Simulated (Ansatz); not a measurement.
# Single-point calculation of CdS

The run: single-point calculation of CdS (F-43m, 2 atoms in the cell). Method and program: DFT, r2SCAN, plane waves, PAW, no spin polarisation (Ansatz 0.2.0).

The structure derives from an entry of the Crystallography Open Database. The geometry comes from this level: r2SCAN. It belongs to a series of runs on one base structure; here: volume +3%. Figures and captions count atoms from 1; the log counts them from 0 in places.

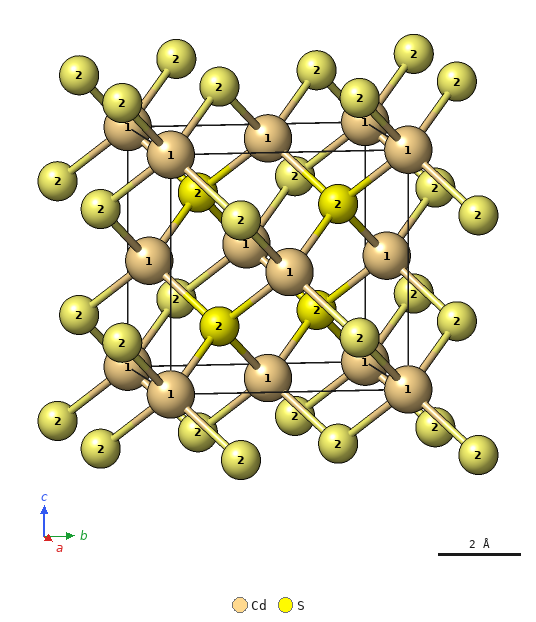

The structure as given in the input (ball-and-stick view of the cell 4 times as large as that of the calculation, set on its symmetry axes, seen slightly off an axis; neighbours outside the cell are drawn fainter; atoms are numbered from 1 in the order of the input).

Input
```yaml
crystal:
  lattice:
    - [0.0, 2.9683169126, 2.9683169126]
    - [2.9683169126, 0.0, 2.9683169126]
    - [2.9683169126, 2.9683169126, 0.0]
  atoms:
    - { symbol: Cd, position: [0.0, 0.0, 0.0] }
    - { symbol: S, position: [0.25, 0.25, 0.25] }
kpoints:
  mp_grid: { grid: [6, 6, 6] }
hamiltonian:
  xc: r2scan
scf:
  occupations: { method: fixed }
  n_extra_bands: 4
output:
  forces: true
  stress: true
  eigenvalues: true
```

Run on 2 threads of Arm Neoverse V1, 24 GiB of memory available, shared host.

Run as:
```bash
ansatz run input.yaml --threads 2 --pin off --max-ram 2764MiB --backend cpu --events-out ev --progress --plain --runs-dir out
```

The program's output
```
scf.n_extra_bands = 4 over 13 filled bands (N_el = 26.0): the run solves 17 bands
Engine: ansatz 0.2.0, aarch64-unknown-linux-gnu
Pseudopotentials: kind: paw
Pseudopotential: Cd, paw, valence charge 20, recommended cutoff 500 eV (meta_gga), Cd.paw.azcp
Pseudopotential: S, paw, valence charge 6, recommended cutoff 500 eV (meta_gga), S.paw.azcp
Functional definition: r2SCAN
  parameter k0 = 0.174
  parameter k1 = 0.065
  parameter a1 = 4.9479
  exchange = r2scan_x(k0 = k0, k1 = k1, a1 = a1)
  correlation = r2scan_c
Crystal: 2 atoms, lattice volume = 52.307 Å³
Basis set: ecut = 500 eV, 1363 PW (Γ), exchange–correlation on 128×128×128 points (64 copies of the dense FFT grid, shifted against one another)
Bands: 17, of which v1, the nominal top of the filled ones, is band 13 counted from 1 (12 counted from 0)
Symmetry: 24 space group operations
Space group: F-43m (ITA 216), of the structure as read, at distance tolerance 3.7e-5 Å
k-points: 16 of 216 (time reversal used)
Non-local potential: Cd, projectors of the file, l = 0: 3, l = 1: 2, l = 2: 2, l = 3: 1
Non-local potential: S, projectors of the file, l = 0: 2, l = 1: 2, l = 2: 2
PAW form: soft (Blöchl's): semilocal exchange-correlation on the pseudo side does not see the compensation charge
PAW frozen core: Cd, regenerated for the run's functional (the file was generated under x = pbe(κ = 0.804, μ = 0.2195149727645171), c = pbe(β = 0.06672455060314922))
PAW frozen core: S, regenerated for the run's functional (the file was generated under x = pbe(κ = 0.804, μ = 0.2195149727645171), c = pbe(β = 0.06672455060314922))
PAW one-centre angular grid: Cd, 590 points (default); XC on 160 Gauss nodes
PAW one-centre angular grid: S, 302 points (default); XC on 160 Gauss nodes
Initial density: superposition of atomic densities (neutral atoms: chi_scale 0, normalization atom), corrected by the library's trained network
Initial wavefunctions: pseudopotential atomic-orbital guess
Functional: x = r2scan, c = r2scan; τ floored in thin density (d = 2e-4 eV/Å³)
SCF iter   1: F=—  HF=-9175.589979 eV  |F-HF|=—  |Δ(HF+E_count)|=         —  Δρ=5.89e-3  dr2=9.51e-3  dr2_τ=1.55e-2  ethr=1.77e-3  ⟨swp⟩=4.8  Hψ=1181  notcnv=0  defer=29
preconditioner: auto → none  [insulator: Δε(μ)=1.449 eV  Ē_g=12.865 eV  n_scr=14 (ndim 8)  ℏωp=21.8 eV  f_vac=0.148  ε∞_Penn≈3.9]
SCF iter   2: F=—  HF=-9175.599601 eV  |F-HF|=—  |Δ(HF+E_count)|=   9.62e-3  Δρ=3.00e-3  dr2=2.02e-3  dr2_τ=4.32e-4  ethr=3.66e-5  ⟨swp⟩=3.5  Hψ=631  notcnv=0  defer=32
SCF iter   3: F=—  HF=-9175.600345 eV  |F-HF|=—  |Δ(HF+E_count)|=   7.45e-4  Δρ=1.25e-3  dr2=4.79e-4  dr2_τ=4.50e-5  ethr=7.77e-6  ⟨swp⟩=2.1  Hψ=436  notcnv=0  defer=29
SCF iter   4: F=—  HF=-9175.600413 eV  |F-HF|=—  |Δ(HF+E_count)|=   6.77e-5  Δρ=6.00e-5  dr2=7.59e-7  dr2_τ=1.66e-7  ethr=1.84e-6  ⟨swp⟩=3.0  Hψ=510  notcnv=0  defer=29
SCF iter   5: F=—  HF=-9175.600432 eV  |F-HF|=—  |Δ(HF+E_count)|=   1.91e-5  Δρ=1.58e-5  dr2=7.25e-8  dr2_τ=2.04e-8  ethr=2.92e-9  ⟨swp⟩=2.0  Hψ=420  notcnv=0
SCF iter   6: F=-9175.600432 eV  HF=-9175.600432 eV  |F-HF|=2.67e-9  |Δ(HF+E_count)|=   8.05e-8  Δρ=4.17e-6  dr2=7.96e-9  dr2_τ=5.96e-10  ethr=2.79e-10  ⟨swp⟩=4.3  Hψ=1290  notcnv=0
SCF 1 converged in 6 iterations: F = -9175.600432 eV  dr2 = 7.96e-9
  greatest PAW one-centre occupation: 1.002 electrons in one spin orbital (limit 2), on the Cd atom at site 0 (counted from 0), in its partial waves of l = 1
```

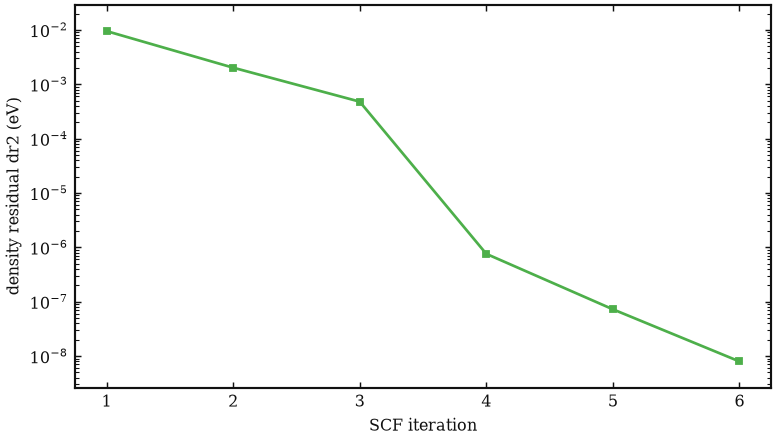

Convergence of the self-consistent field: density residual dr2 against the SCF iteration. The residual falls at every step.

```
SCF converged after 6 iterations
Free energy (F): -9175.600432 eV
Harris-Foulkes:  -9175.600432 eV  (|F-HF|=2.67e-9)
Internal energy: -9175.600432 eV  (E = F + TS)
E sigma→0 (E₀):  -9175.600432 eV
Fermi energy:    5.918919 eV
--- Per-component energies (eV) ---
  E_band       = -549.587227
  E_kinetic    = 610.976765
  E_local      = -4092.653790  (includes V_loc(G=0)·N_el)
  E_nonlocal   = 63.190657
  E_hartree    = 1876.838209
  E_xc         = -259.492598
  E_vxc        = -339.564409  (∫ρ·V_xc dr)
  E_paw        = -4716.023796  (= ΣΔE_a)
  E_vpaw       = -566.927144  (= ΣTr[D̂ρ^β])
  E_aug_tail   = 0.000007  (compensation charges beyond the density's cutoff)
  E_vtau       = 21.717864  (kinetic-family band-sum trace: ∫τ·v_τ [+ j·A + Jᵃ·Aᵃ] dr)
  E_ewald      = -2657.761348
  E_core_change = -0.674537  (= ΣΔE_core)
  E_smearing   = -0.000000  (= −TS)
  E_closure    = -0.000000  (closes the sum)
  Σ components = -9175.600432   (vs F -9175.600432, Δ=0.00e0)
--- Forces (eV/Å), atoms counted from 1 ---
  atom   1  Cd     0.00000000    -0.00000000    -0.00000000
  atom   2  S     -0.00000000     0.00000000    -0.00000000
  max |Σ_I F_I| component: 7.40e-17 eV/Å
--- Stress (GPa, compression-positive) ---
       -1.684658       0.000000      -0.000000
        0.000000      -1.684658       0.000000
       -0.000000       0.000000      -1.684658
  P = ⅓ Tr σ = -1.6847 GPa (-16.847 kbar)
--- Band table (eV; the first three rows and the last of 16) ---
  k-point 0: bands = ["-98.0773", "-58.2400", "-58.2400", "-58.2400", "-6.6246", "-1.9056", "-1.9056", "-1.9056", "-1.4742", "-1.4742", "5.9189", "5.9189", "5.9189", "7.3918", "12.9886", "12.9886", "12.9886"]
  k-point 1: bands = ["-98.0772", "-58.2401", "-58.2400", "-58.2400", "-6.5293", "-1.8717", "-1.8717", "-1.8036", "-1.4744", "-1.4744", "4.5101", "5.7322", "5.7322", "8.5158", "12.5618", "13.2907", "13.2907"]
  k-point 2: bands = ["-98.0772", "-58.2403", "-58.2400", "-58.2400", "-6.3382", "-1.8155", "-1.8155", "-1.4593", "-1.4593", "-1.4553", "2.6965", "5.3896", "5.3896", "9.2561", "12.9517", "13.4780", "13.4780"]
  k-point 15: bands = ["-98.0772", "-58.2404", "-58.2402", "-58.2402", "-6.1262", "-1.6875", "-1.6604", "-1.5419", "-1.4366", "-0.9479", "2.2472", "3.9267", "3.9400", "10.9784", "11.3334", "14.5228", "14.6487"]
```

Key numbers

```csv
quantity,value
outcome,converged
space group (tolerance 0.01 Å),F-43m (216)
electrons treated,26
free energy,−9175.6004 eV
Fermi energy,5.919 eV
gap on the k-point mesh,1.47 eV
pressure,−1.68 GPa
largest force (length of the vector),under 0.001 eV/Å
wall time,2.3 s (CPU time 4.3 s)
peak memory,0.43 GiB
```
